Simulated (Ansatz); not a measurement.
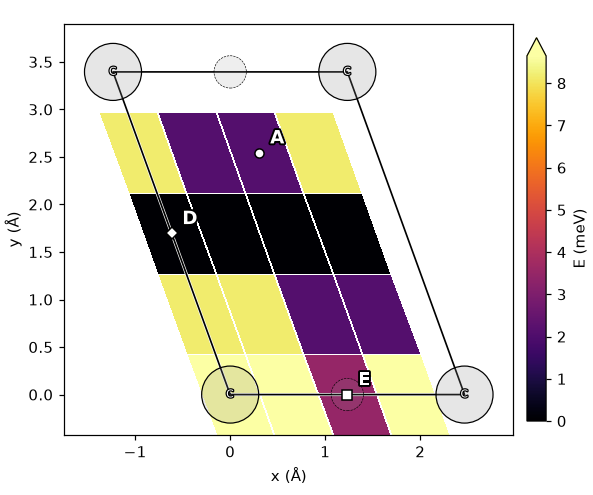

CO on a C(010) slab cut from the Fmmm phase, its upper half relaxed before the scan (24 atoms of substrate and one adsorbate in a 2 × 2 cell). 
- CO (O end down) is moved over the surface cell at a fixed height above a rigid substrate; the origin of the map has the adsorbate above C21; the height is held at 3.10 Å.
- Places are given modulo a cell vector. The map is drawn in real space over the plane of the surface.
- The grid has 4 × 4 points; 7 points were computed and 9 follow by symmetry.
- Places are given in fractions of the 1 × 1 surface cell.
- All energies are given in meV relative to the lowest grid point.
- At a fixed height the lowest place need not be the adsorption site.
- Method: Ansatz, DFT PBE+D3(BJ), scalar-relativistic, plane waves, PAW. Settings: cutoff 420 eV, k-mesh 6×4×1, gaussian smearing 0.05 eV, no spin polarisation.

The picture shows one coloured cell a grid point, labelled circles for the atoms of the top layer and small ones for the second layer, the outline of one cell of the plane, one colour for all values above the top of the scale, lettered points.

Q: Is E the lowest point of the computed grid?

A: No. E lies 3.5 meV above the lowest grid point, which is at the trough between two rows of top atoms, (0/4, 2/4) of the cell vectors.

Q: Rank the lettered points by energy, lowest first.

A: D (0.0 meV), A (2.1 meV), E (3.5 meV).

PAW datasets: the set soft_1.
